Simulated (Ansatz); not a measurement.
# Geometry relaxation, with input and output: W15S32 (part 1 of 3)

System: W15S32 (defect cell, 47 atoms in the cell).
Method: DFT PBE+D3(BJ), scalar-relativistic, plane waves, PAW, spin-polarised (Ansatz 0.2.0).

The structure derives from a Materials Project entry. It belongs to a series of runs on one base structure; here: W vacancy (site c), charge +0, atoms relaxed at the host's cell, started again with a moment of 2 μB.

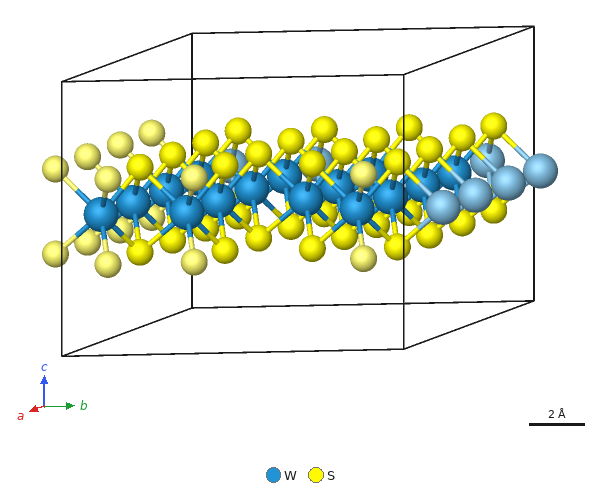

**Figure 1.** The input geometry (ball-and-stick view of the cell of the calculation, with the vacuum cut short, seen slightly off an axis; neighbours outside the cell are drawn fainter). An atom can appear more than once, as a periodic image.

Input
```yaml
crystal:
  lattice:
    - [12.6388667674, 0.0, 0.0]
    - [-6.3194333837, -10.9455796956, 0.0]
    - [0.0, 0.0, -16.9394672175]
  atoms:
    - { symbol: W, position: [0.1679409725, 0.5874468368, 0.0] }
    - { symbol: W, position: [0.9125531632, 0.3320590275, 0.0] }
    - { symbol: W, position: [0.4164602059, 0.5829204119, 0.0] }
    - { symbol: W, position: [0.1661581418, 0.3338418582, 0.0] }
    - { symbol: W, position: [0.9170795881, 0.0835397941, 0.0] }
    - { symbol: W, position: [0.6695058643, 0.5874468368, 0.0] }
    - { symbol: W, position: [0.4176837163, 0.3338418582, 0.0] }
    - { symbol: W, position: [0.1661581418, 0.0823162837, 0.0] }
    - { symbol: W, position: [0.9125531632, 0.8304941357, 0.0] }
    - { symbol: W, position: [0.6695058643, 0.3320590275, 0.0] }
    - { symbol: W, position: [0.4164602059, 0.0835397941, 0.0] }
    - { symbol: W, position: [0.1679409725, 0.8304941357, 0.0] }
    - { symbol: W, position: [0.6660785569, 0.0821571138, 0.0] }
    - { symbol: W, position: [0.4178428862, 0.8339214431, 0.0] }
    - { symbol: W, position: [0.6660785569, 0.8339214431, 0.0] }
    - { symbol: S, position: [0.086942274, 0.668471137, 0.092815105], spin: 0.333 }
    - { symbol: S, position: [0.3349902519, 0.6673555692, 0.0929617018] }
    - { symbol: S, position: [0.0818022223, 0.4181977777, 0.0920959543] }
    - { symbol: S, position: [0.5823653173, 0.6673555692, 0.0929617018] }
    - { symbol: S, position: [0.3332252082, 0.4164504164, 0.093089693] }
    - { symbol: S, position: [0.0835495836, 0.1667747918, 0.093089693] }
    - { symbol: S, position: [0.831528863, 0.668471137, 0.092815105], spin: 0.333 }
    - { symbol: S, position: [0.5863955554, 0.4181977777, 0.0920959543] }
    - { symbol: S, position: [0.3332252082, 0.1667747918, 0.093089693] }
    - { symbol: S, position: [0.0818022223, 0.9136044446, 0.0920959543] }
    - { symbol: S, position: [0.831528863, 0.413057726, 0.092815105], spin: 0.333 }
    - { symbol: S, position: [0.5823653173, 0.1650097481, 0.0929617018] }
    - { symbol: S, position: [0.3349902519, 0.9176346827, 0.0929617018] }
    - { symbol: S, position: [0.8326444308, 0.1650097481, 0.0929617018] }
    - { symbol: S, position: [0.5833333333, 0.9166666667, 0.0935580827] }
    - { symbol: S, position: [0.8326444308, 0.9176346827, 0.0929617018] }
    - { symbol: S, position: [0.086942274, 0.668471137, 0.907184895], spin: 0.333 }
    - { symbol: S, position: [0.3349902519, 0.6673555692, 0.9070382982] }
    - { symbol: S, position: [0.0818022223, 0.4181977777, 0.9079040457] }
    - { symbol: S, position: [0.5823653173, 0.6673555692, 0.9070382982] }
    - { symbol: S, position: [0.3332252082, 0.4164504164, 0.906910307] }
    - { symbol: S, position: [0.0835495836, 0.1667747918, 0.906910307] }
    - { symbol: S, position: [0.831528863, 0.668471137, 0.907184895], spin: 0.333 }
    - { symbol: S, position: [0.5863955554, 0.4181977777, 0.9079040457] }
    - { symbol: S, position: [0.3332252082, 0.1667747918, 0.906910307] }
    - { symbol: S, position: [0.0818022223, 0.9136044446, 0.9079040457] }
    - { symbol: S, position: [0.831528863, 0.413057726, 0.907184895], spin: 0.333 }
    - { symbol: S, position: [0.5823653173, 0.1650097481, 0.9070382982] }
    - { symbol: S, position: [0.3349902519, 0.9176346827, 0.9070382982] }
    - { symbol: S, position: [0.8326444308, 0.1650097481, 0.9070382982] }
    - { symbol: S, position: [0.5833333333, 0.9166666667, 0.9064419173] }
    - { symbol: S, position: [0.8326444308, 0.9176346827, 0.9070382982] }
  host:
    lattice:
      - [3.1597166919, 0.0, 0.0]
      - [-1.5798583459, 2.7363949239, 0.0]
      - [0.0, 0.0, 16.9394672175]
    atoms:
      - { symbol: W, position: [0.3333333333, 0.6666666667, 0.0] }
      - { symbol: S, position: [0.6666666667, 0.3333333333, 0.9069626206] }
      - { symbol: S, position: [0.6666666667, 0.3333333333, 0.0930373794] }
basis:
  ecutwfc: 420
  xc_grid: 2
kpoints:
  mp_grid: { grid: [2, 2, 2], shift: [0.0, 0.0, 0.0] }
hamiltonian:
  xc: pbe
  dispersion: d3bj
scf:
  occupations: { method: gaussian, width: 0.01 }
output:
  forces: true
  stress: false
  eigenvalues: true
  populations: true
  charged_corrections:
    defect_position: [0.91666667, 0.58333333, 0.0]
    epsilon: [[5.6102, 0.0, 0.0], [0.0, 5.6102, 0.0], [0.0, 0.0, 1.4325]]
  write_density: true
  write_potential: true
  elf: true
  volumetric_format: npy
magnetization:
  spin_polarized: true
relax:
  adjacent_minimum: "off"
  f_tol: 0.025
  max_steps: 45
```

Run as:
```bash
ansatz run input.yaml --threads 4 --pin off --max-ram 10240MiB --backend cpu --events-out ev --progress --plain --runs-dir out
```

What the program printed
```
Engine: ansatz 0.2.0, aarch64-unknown-linux-gnu
Pseudopotentials: kind: paw
Pseudopotential: W, paw, valence charge 14, recommended cutoff 420 eV (normal), W.paw.azcp
Pseudopotential: S, paw, valence charge 6, recommended cutoff 420 eV (normal), S.paw.azcp
Functional definition: PBE
  parameter kappa = 0.804
  parameter beta = 0.06672455060314922
  exchange = pbe_x(kappa = kappa, mu = beta*pi^2/3)
  correlation = pbe_c(beta = beta)
Crystal: 47 atoms, lattice volume = 2343.401 Å³
Basis set: ecut = 420 eV, 45813 PW (Γ), exchange–correlation on 180×180×240 points (8 copies of the dense FFT grid, shifted against one another)
Bands: 249, of which v1, the nominal top of the filled ones, is band 201 counted from 1 (200 counted from 0)
Symmetry: 12 space group operations
Space group: P-6m2 (ITA 187), of the structure as read, at distance tolerance 1.3e-4 Å
Magnetic group: BNS 187.209 (UNI 1439), of the structure as read, at distance tolerance 1.3e-4 Å
k-points: 4 of 8
Non-local potential: W, projectors of the file, l = 0: 3, l = 1: 2, l = 2: 2, l = 3: 1
Non-local potential: S, projectors of the file, l = 0: 2, l = 1: 2, l = 2: 2
PAW form: soft (Blöchl's): semilocal exchange-correlation on the pseudo side does not see the compensation charge
PAW one-centre angular grid: W, 590 points (default); XC on 64 Gauss nodes
PAW one-centre angular grid: S, 110 points (default); XC on 64 Gauss nodes
Initial density: superposition of atomic densities (neutral atoms: chi_scale 0, normalization atom)
Starting moments: Σ|m| = 1.998 μB on 6 of 47 sites
Initial wavefunctions: pseudopotential atomic-orbital guess
Functional: x = pbe(κ = 0.804, μ = 0.2195149727645171), c = pbe(β = 0.06672455060314922)
SCF iter   1: F=—  HF=-184687.940096 eV  |F-HF|=—  |Δ(HF+E_count)|=         —  Δρ=1.43e-2 (↑1.40e-2 ↓1.43e-2)  dr2=2.13e1  dr2_m=4.09e-2  M=0.905 μB ∫|m|=1.033 μB  β_m=0.30  ethr=3.10e-3  ⟨swp⟩=7.5  Hψ=8756  notcnv=0  defer=55
Mixer restart at iter 1: flushing history
preconditioner: auto → LDOS  [metal: Δε(μ)=0.004 eV  Ē_g=8.545 eV  σ=0.010 eV  W_gap=0.21  n_scr=316 (ndim 8)  ℏωp=12.9 eV  f_vac=0.597  D(μ)=131.41/eV (n_scr^D=1276)]
spin=Collinear: LDOS preconditioning applied to the charge; magnetization (m = ρ↑ − ρ↓) channel mixes plain (no charge-response kernel on spin).
SCF iter   2: F=—  HF=-184686.118047 eV  |F-HF|=—  |Δ(HF+E_count)|=    1.82e0  Δρ=9.84e-3 (↑9.84e-3 ↓9.84e-3)  dr2=9.69e0  dr2_m=4.92e-2  M=0.064 μB ∫|m|=0.632 μB  β_m=0.51  ethr=3.10e-3  ⟨swp⟩=2.0  Hψ=2942  notcnv=0  defer=314
preconditioner: auto → Resta (q_TF=auto, 2.034 Å⁻¹)  ε∞=3.3  [insulator: Δε(μ)=0.025 eV  Ē_g=8.423 eV  σ=0.010 eV  W_gap=0.92  n_scr=316 (ndim 8)  ℏωp=12.9 eV  f_vac=0.598  D(μ)=20.12/eV (n_scr^D=84)  ε∞_Penn≈3.3  vacuum switching on, ρ_ref=5.1e-3 e/Å³]
spin=Collinear: Resta preconditioning applied to the charge; magnetization (m = ρ↑ − ρ↓) channel mixes plain (no charge-response kernel on spin).
SCF iter   3: F=—  HF=-184685.805915 eV  |F-HF|=—  |Δ(HF+E_count)|=   3.12e-1  Δρ=3.86e-3 (↑3.86e-3 ↓3.74e-3)  dr2=2.84e0  dr2_m=4.39e-3  M=0.000 μB ∫|m|=0.284 μB  β_m=0.48  ethr=2.41e-3  ⟨swp⟩=3.0  Hψ=3254  notcnv=0  defer=314
SCF iter   4: F=—  HF=-184685.557327 eV  |F-HF|=—  |Δ(HF+E_count)|=   2.49e-1  Δρ=2.31e-3 (↑2.22e-3 ↓2.31e-3)  dr2=6.62e-1  dr2_m=2.53e-3  M=0.000 μB ∫|m|=0.225 μB  β_m=0.54  ethr=7.06e-4  ⟨swp⟩=3.0  Hψ=3018  notcnv=0  defer=316
SCF iter   5: F=—  HF=-184685.579671 eV  |F-HF|=—  |Δ(HF+E_count)|=   2.23e-2  Δρ=1.22e-3 (↑1.15e-3 ↓1.22e-3)  dr2=2.34e-1  dr2_m=1.09e-3  M=0.000 μB ∫|m|=0.148 μB  β_m=0.48  ethr=1.65e-4  ⟨swp⟩=3.0  Hψ=2859  notcnv=0  defer=316
SCF iter   6: F=—  HF=-184685.571323 eV  |F-HF|=—  |Δ(HF+E_count)|=         —  Δρ=3.70e-4 (↑3.13e-4 ↓3.70e-4)  dr2=1.18e-2  dr2_m=4.63e-4  M=0.000 μB ∫|m|=0.069 μB  β_m=0.48  ethr=5.83e-5  ⟨swp⟩=3.1  Hψ=3119  notcnv=0  defer=316
SCF iter   7: F=—  HF=-184685.571531 eV  |F-HF|=—  |Δ(HF+E_count)|=   2.08e-4  Δρ=1.74e-4 (↑1.66e-4 ↓1.74e-4)  dr2=2.99e-3  dr2_m=1.34e-4  M=0.000 μB ∫|m|=0.045 μB  β_m=0.70  ethr=2.94e-6  ⟨swp⟩=2.0  Hψ=3188  notcnv=0  defer=316
SCF iter   8: F=—  HF=-184685.572785 eV  |F-HF|=—  |Δ(HF+E_count)|=   1.25e-3  Δρ=1.12e-4 (↑1.12e-4 ↓1.02e-4)  dr2=4.20e-3  dr2_m=1.37e-5  M=0.000 μB ∫|m|=0.019 μB  β_m=0.59  ethr=7.43e-7  ⟨swp⟩=2.0  Hψ=2994  notcnv=0  defer=316
SCF iter   9: F=—  HF=-184685.572442 eV  |F-HF|=—  |Δ(HF+E_count)|=   3.43e-4  Δρ=4.09e-5 (↑4.04e-5 ↓4.09e-5)  dr2=4.39e-4  dr2_m=3.67e-6  M=0.000 μB ∫|m|=0.012 μB  β_m=0.58  ethr=7.43e-7  ⟨swp⟩=2.0  Hψ=2844  notcnv=0  defer=316
SCF iter  10: F=—  HF=-184685.572432 eV  |F-HF|=—  |Δ(HF+E_count)|=   9.88e-6  Δρ=1.58e-5 (↑1.58e-5 ↓1.37e-5)  dr2=2.70e-5  dr2_m=7.79e-7  M=0.000 μB ∫|m|=0.006 μB  β_m=0.64  ethr=1.09e-7  ⟨swp⟩=2.0  Hψ=2559  notcnv=0  defer=316
SCF iter  11: F=—  HF=-184685.572434 eV  |F-HF|=—  |Δ(HF+E_count)|=   1.81e-6  Δρ=6.67e-6 (↑6.67e-6 ↓6.30e-6)  dr2=8.06e-6  dr2_m=1.58e-7  M=0.000 μB ∫|m|=0.003 μB  β_m=0.63  ethr=6.71e-9  ⟨swp⟩=2.0  Hψ=3117  notcnv=0  defer=316
SCF iter  12: F=-184685.572431 eV  HF=-184685.572435 eV  |F-HF|=4.21e-6  |Δ(HF+E_count)|=   9.93e-7  Δρ=4.66e-6 (↑4.36e-6 ↓4.66e-6)  dr2=4.94e-6  dr2_m=3.23e-8  M=0.000 μB ∫|m|=0.001 μB  ethr=2.01e-9  ⟨swp⟩=20.4  Hψ=21289  notcnv=0
WARN: the starting moments were not kept: the SCF closed with an absolute magnetisation of 1.3e-3 μB, where they sum to 1.998 μB in size (6 sites). That is at most 0.1 of that sum. Measured as dr2_m measures the in/out step, that magnetisation stands 1.9e-8 eV from none, at or under the dr2_threshold of 1.6e-5 eV: it is no larger than a step whose dr2_m would equal this threshold. The system may hold no moment; this SCF shows only that its start led to no more than that. To try another start: raise the starting moments (crystal.atoms[].spin, magnetization.per_species, magnetization.initial_magnetization, or on a non-collinear deck that types none of these the spinor_matrix: blocks that start its atoms; where the total moment is fixed, keep their sum and leave initial_magnetization as it is; typed ones take the place of any that the run laid by itself, positive ones on a crystal's lanthanoids without a Hubbard term where scf.initial_density.shell_occupations: [] is typed) or, if the notice of its spin-set hold's release reads "site moments contracting" or "site moments show no strong build", lengthen the hold (scf.mixing.spin_hold: { on: { confirm: 4 } }; for m-r²SCAN on two components see the key's manual first). Each may lead to a state that holds a moment. A second SCF, from the converged charge density, with the starting moments and any scf.initial_density.shell_occupations laid on it anew, would have followed, and was not run: the deck does not ask for one (magnetization.retry_lost_moments is false, the default). To let it run, set magnetization.retry_lost_moments: true and run the deck again, where that key's refused combinations let it; where memory then withholds it, that run's warning says so.
SCF 1 converged in 12 iterations: F = -184685.572431 eV  dr2 = 4.94e-6
  greatest PAW one-centre occupation: 1.000 electrons in one spin orbital (limit 2), on the W atom at site 11 (counted from 0), in its partial waves of l = 0
relax step   1: F+E_penalty+E_count = -184685.57243054 eV  Δ(F+E_penalty+E_count) = +0.000e0 eV  max|allowed force component| = 1.731e-2 eV/Å  Δτ_max = 0.0000 Å  (12 SCF iters, dr2 threshold 1.56e-5 eV, accepted)
Initial density: handed on by an earlier stage of this run
Starting moments: Σ|m| = 1.998 μB on 6 of 47 sites; this step starts from the density that it was given
Initial wavefunctions: those handed on with the density
iter 1 solved again at ethr=1.19e-9 eV; its pass at ethr=3.10e-3 eV (dr2=4.77e-6 eV) is discarded
SCF iter   1: F=—  HF=-184685.572435 eV  |F-HF|=—  |Δ(HF+E_count)|=         —  Δρ=4.50e-6 (↑4.36e-6 ↓4.50e-6)  dr2=4.77e-6  dr2_m=3.26e-8  M=0.000 μB ∫|m|=0.001 μB  β_m=0.65  ethr=1.19e-9  ⟨swp⟩=1.0  Hψ=4656  notcnv=0
preconditioner: auto → Resta (q_TF=auto, 2.034 Å⁻¹)  ε∞=3.5  [insulator: Δε(μ)=0.349 eV  Ē_g=8.213 eV  σ=0.010 eV  W_gap=1.00  n_scr=316 (ndim 8)  ℏωp=12.9 eV  f_vac=0.607  D(μ)=0.00/eV (n_scr^D=0)  ε∞_Penn≈3.5  vacuum switching on, ρ_ref=4.9e-3 e/Å³]
spin=Collinear: Resta preconditioning applied to the charge; magnetization (m = ρ↑ − ρ↓) channel mixes plain (no charge-response kernel on spin).
SCF iter   2: F=—  HF=-184685.572436 eV  |F-HF|=—  |Δ(HF+E_count)|=   1.04e-6  Δρ=5.99e-6 (↑5.99e-6 ↓5.93e-6)  dr2=1.02e-5  dr2_m=1.30e-8  M=0.000 μB ∫|m|=0.001 μB  β_m=0.30  ethr=1.19e-9  ⟨swp⟩=2.0  Hψ=3216  notcnv=0
SCF iter   3: F=—  HF=-184685.572434 eV  |F-HF|=—  |Δ(HF+E_count)|=   1.36e-6  Δρ=1.37e-6 (↑1.30e-6 ↓1.37e-6)  dr2=1.20e-7  dr2_m=1.61e-8  M=0.000 μB ∫|m|=0.001 μB  β_m=0.65  ethr=1.19e-9  ⟨swp⟩=2.0  Hψ=2852  notcnv=0
iter 4 did not close the SCF: its close was put off for a magnetic moment that had not settled (scf_convergence_deferred on its scf_iter line)
SCF iter   4: F=-184685.572434 eV  HF=-184685.572434 eV  |F-HF|=2.80e-8  |Δ(HF+E_count)|=   1.35e-7  Δρ=4.61e-7 (↑4.61e-7 ↓4.16e-7)  dr2=3.79e-8  dr2_m=1.46e-9  M=0.000 μB ∫|m|=0.000 μB  β_m=0.58  ethr=2.49e-11  ⟨swp⟩=9.1  Hψ=15262  notcnv=0
SCF iter   5: F=-184685.572434 eV  HF=-184685.572434 eV  |F-HF|=5.65e-9  |Δ(HF+E_count)|=  7.28e-10  Δρ=2.08e-7 (↑2.08e-7 ↓1.78e-7)  dr2=7.13e-9  dr2_m=2.86e-10  M=0.000 μB ∫|m|=0.000 μB  ethr=9.43e-12  ⟨swp⟩=7.5  Hψ=13162  notcnv=0
the starting moments were not kept: the SCF closed with an absolute magnetisation of 1.2e-4 μB, where they sum to 1.998 μB in size (6 sites). That is at most 0.1 of that sum. Measured as dr2_m measures the in/out step, that magnetisation stands 1.7e-10 eV from none, at or under the dr2_threshold of 1.0e-7 eV: it is no larger than a step whose dr2_m would equal this threshold.
SCF 2 converged in 5 iterations: F = -184685.572434 eV  dr2 = 7.13e-9
relax step   2: F+E_penalty+E_count = -184685.57243434 eV  Δ(F+E_penalty+E_count) = -3.808e-6 eV  max|allowed force component| = 1.746e-2 eV/Å  Δτ_max = 0.0000 Å  (5 SCF iters, accepted)
```

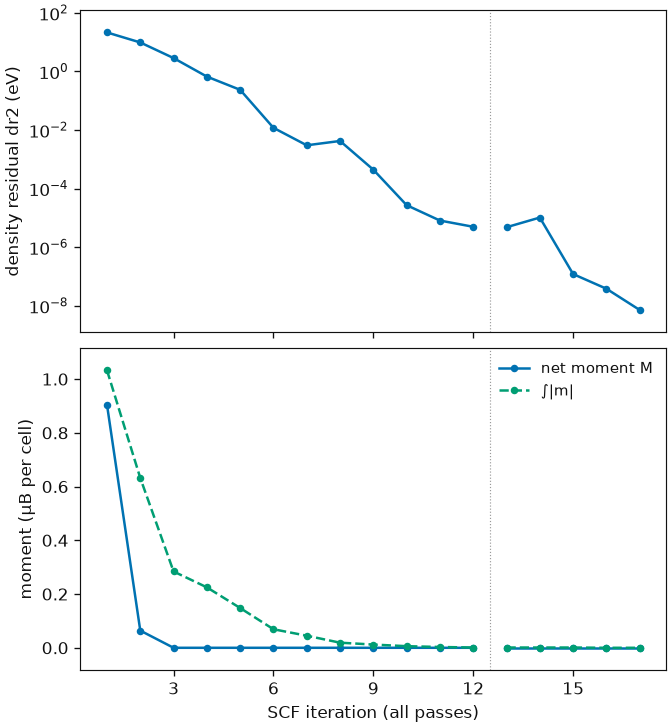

**Figure 2.** Convergence of the self-consistent field: density residual dr2 and magnetic moment against the SCF iteration. The dotted lines part the SCF passes of the relaxation: geometry steps, rejected trials and re-solves on a re-selected basis. The passes take 12 and 5 iterations. The net moment goes from 0.9 to 0.0 μB per cell, and ∫|m| falls to zero.

```
WARN: The output density's exchange-correlation potential varies sharply where the density is thin. Do not read a vacuum level from v_tot or v_xc, or from such a field of the output density. On a cell that repeats whose density bears no net charge and no dipole along the vacuum's axis use v_es (v_loc + v_h of the components); under efield.dipole_correction with no amplitude use v_es + v_field, which holds any external_charges[].barrier, or the levels of the report's work_function block, which leave it out; under a non-zero efield.amplitude the vacuum is tilted and has no level; on a cell that repeats and bears such a dipole with no correction it is tilted too, and efield.dipole_correction with no amplitude gives each side of its ramp a level where efield: is served; in a cell that repeats whose density bears a net charge (total_charge, or a fill off its count) it is curved and has none; of a slab under crystal.periodic whose density bears no net charge use v_es, which has a level on each side, short of where the two are joined; of another it falls or rises all the way out and has none; of a slab beside external_charges read slab_vacuum_level instead, which it has where they leave it neutral. The grid or the basis barely resolves most such structure, and the values can differ between equally converged runs; as a rule a tighter scf.convergence.dr2_threshold does not remove it. Where the density itself ripples (under the LDA too) a higher basis.ecutwfc lessens it. The files hold the spikes' plane waves up to the density's cutoff. Files: v_tot_of_output_density and the like, and their columns of v_z.tsv (output.write_potential); v_xc_of_output_density and the like, and their columns of v_comp_z.tsv (output.write_potential_components). Measured: with its Gaussian average of σ = 0.25 Å subtracted twice, the exchange-correlation potential is over 0.1 eV at 37 of the grid points where the equally averaged density (valence and model cores) is under 1e-3 e/Å³, and 0.170 eV at the most among them, at an averaged density of 1.0e-8 e/Å³. The input density's (outcome.potential() and, of a run that writes arrays, v_tot and v_xc) is over 0.1 eV, so measured, at 354 points of its own thin density, 0.297 eV at the most. See output.write_potential in the manual, Limitations
SCF converged after 5 iterations
Magnetization: 0.0000 μB (201.0000 up, 201.0000 down)
Absolute magnetization: 0.0001 μB (∫|ρ↑−ρ↓|, with the PAW one-centre terms)
Spin contamination: 0.0000 ħ² per cell (⟨S²⟩ above its minimum at these occupations)
```
